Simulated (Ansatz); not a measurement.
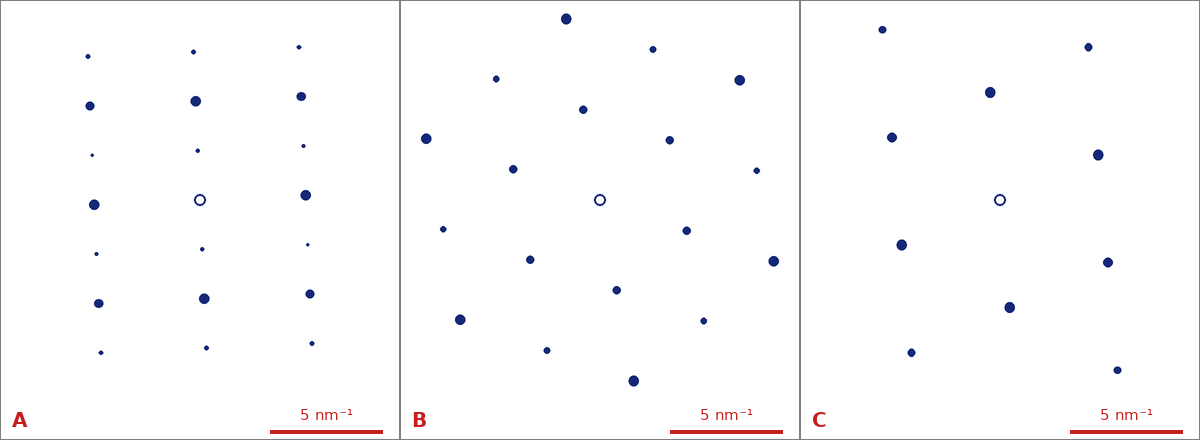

Kinematic electron diffraction patterns (300 kV, B = 0.5 Å², same scale, each along a low-index zone) of three structures of composition Cu, each relaxed at zero pressure with Ansatz 0.2.0, DFT PBEsol, scalar-relativistic, plane waves, PAW. The runs are not spin-polarised.

The structures (standard cells):
1. Fmmm (No. 69), a = 2.516 Å, b = 4.205 Å, c = 8.994 Å, 8 atoms; generated start, possibly hypothetical
2. R-3m (No. 166), a = 4.828 Å, c = 24.763 Å (hexagonal axes), 36 atoms; generated start, possibly hypothetical
3. Fm-3m (No. 225), a = 3.563 Å, 4 atoms; generated start, possibly hypothetical

Q: Which pattern belongs to which structure, and along which zone?

A: A is structure 1 along [100]: rectangular net of 0 0 2 (weak) at d = 4.50 Å and 0 2 0 at d = 2.10 Å, 90.0° apart. B is structure 2 along [001]: hexagonal net of 2 -1 0 at d = 2.41 Å and 1 1 0 at d = 2.41 Å, 60.0° apart. C is structure 3 along [110] or an equivalent direction: centred rectangular net of -1 1 -1 at d = 2.06 Å and -1 1 1 at d = 2.06 Å, 70.5° apart.

Q: Which structure lies lowest at this level of theory, and by how much?

A: Structure 3 (Fm-3m, 11.31 Å³ an atom) is the lowest of these; structure 1 (Fmmm, 11.89 Å³ an atom) lies about 180 meV an atom higher; structure 2 (R-3m, 13.89 Å³ an atom) lies about 480 meV an atom higher. These are static energies at 0 K; other structures, not shown, may lie lower still.
